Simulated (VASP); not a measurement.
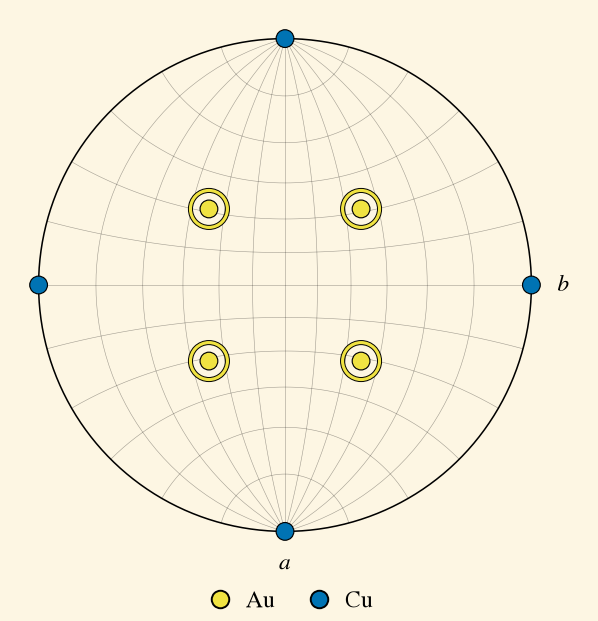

Crystal: CuAu, an entry of the Crystallography Open Database, as set up for an electronic-structure calculation. Directions from one copper atom at (1/2, 1/2, 1/2) to its bonded neighbours, in stereographic projection down c (filled: above the plane of the page or in it, open: below). All values are computed from the atomic coordinates in the standard setting (tolerance 0.002 Å).

Neighbours are counted up to 3.04 Å for Au, 3.10 Å for Cu.

```cif
data_structure
_symmetry_space_group_name_H-M 'P 1'
_symmetry_Int_Tables_number 1
_cell_length_a 2.8107
_cell_length_b 2.8107
_cell_length_c 3.6850
_cell_angle_alpha 90.000
_cell_angle_beta 90.000
_cell_angle_gamma 90.000
_cell_volume 29.11
loop_
_atom_site_label
_atom_site_type_symbol
_atom_site_fract_x
_atom_site_fract_y
_atom_site_fract_z
_atom_site_occupancy
Au1 Au 0.00000 0.00000 0.00000 1
Cu1 Cu 0.50000 0.50000 0.50000 1
```

**How many neighbours are there, and at what angles?**

12: 8 Au at 2.71 Å, 4 Cu at 2.81 Å. Angles between bonds: 59° (16×), 62° (8×), 86° (4×), 90° (4×), 94° (4×), 118° (8×), 121° (16×), 180° (6×).

**What is the site's symmetry in the crystal?**

Point group 4/mmm (D4h), order 16: one fourfold axis, four twofold axes, five mirror planes, an inversion centre. In P4/mmm (No. 123) this is Wyckoff position 1d.
